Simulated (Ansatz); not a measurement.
C

```
C
1.0
     0.00000    4.31504    0.00000
    -2.49129    0.00000    0.00000
     0.00000   -1.43835   10.25388
C
20
Direct
  0.52482 0.56454 0.07446
  0.02482 0.06454 0.07446
  0.47518 0.56454 0.92554
  0.97518 0.06454 0.92554
  0.10870 0.96817 0.32609
  0.60870 0.46817 0.32609
  0.89130 0.96817 0.67391
  0.39130 0.46817 0.67391
  0.15837 0.92976 0.47510
  0.65837 0.42976 0.47510
  0.84163 0.92976 0.52490
  0.34163 0.42976 0.52490
  0.87486 0.55647 0.12459
  0.37486 0.05647 0.12459
  0.12514 0.55647 0.87541
  0.62514 0.05647 0.87541
  0.42532 0.98106 0.27597
  0.92532 0.48106 0.27597
  0.57468 0.98106 0.72403
  0.07468 0.48106 0.72403
```

Space group C2; not relaxed (largest force 0.9 eV/Å).

Level of theory: DFT LDA, scalar-relativistic, plane waves, PAW (Ansatz 0.2.0).

Core electrons are frozen (PAW), and the valence fields are smoothed inside the atomic spheres.

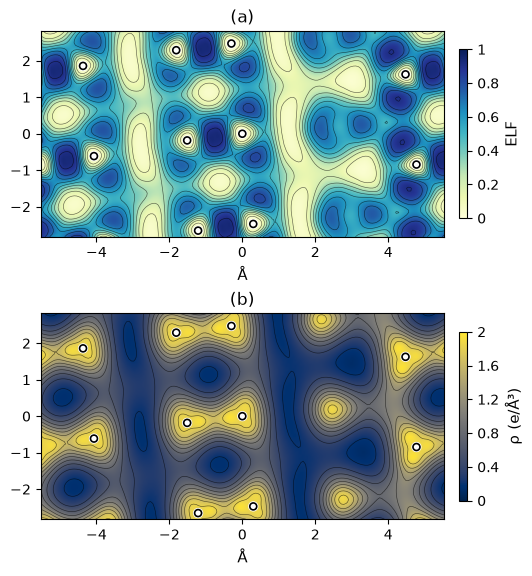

Figure 1. (a) ELF; (b) valence electron density on the (11̄0) plane of the conventional cell. Circles mark the nuclei in the plane (C).

Read the bonding off the picture.

Answer. The section cuts through C sites. Atoms just off the plane (C, 0.4 Å away) can leave unmarked features too. C–C (1.53 Å): ρ at the midpoint is about 1.7 e/Å³; the ELF peaks at about 0.95 between the atoms; localised, covalent bonding. Between the atoms the lowest density in this plane is 0.12 e/Å³.

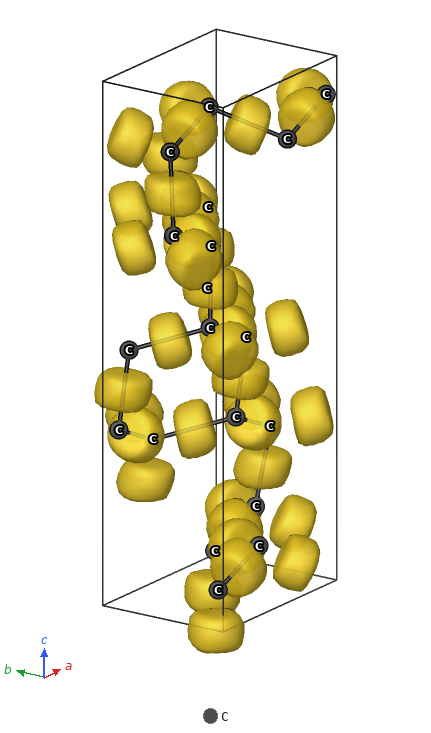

Figure 2. Isosurface of the electron localisation function at 0.7 (yellow), seen at an oblique angle. Only the valence region is drawn (cores and ρ < 0.01 e/Å³ removed). Sticks mark near contacts.

Identify the bonds, lone pairs and shells in this picture.

Answer. The ELF exceeds this value in 40 regions between bonded C–C atoms (shared pairs), counted in one cell of 20 atoms. Any copies at cell faces, edges or corners count once.


C–C (1.50 Å): the ELF peaks at about 0.95 between the atoms, as expected for a shared electron pair. C–C (1.54 Å): the ELF peaks at about 0.95 between the atoms; a shared electron pair.

Does the calculation give a band gap?

Answer. It is gapped, with a Kohn–Sham gap of 4.5 eV on the k-point mesh, an upper bound to the gap of this method.
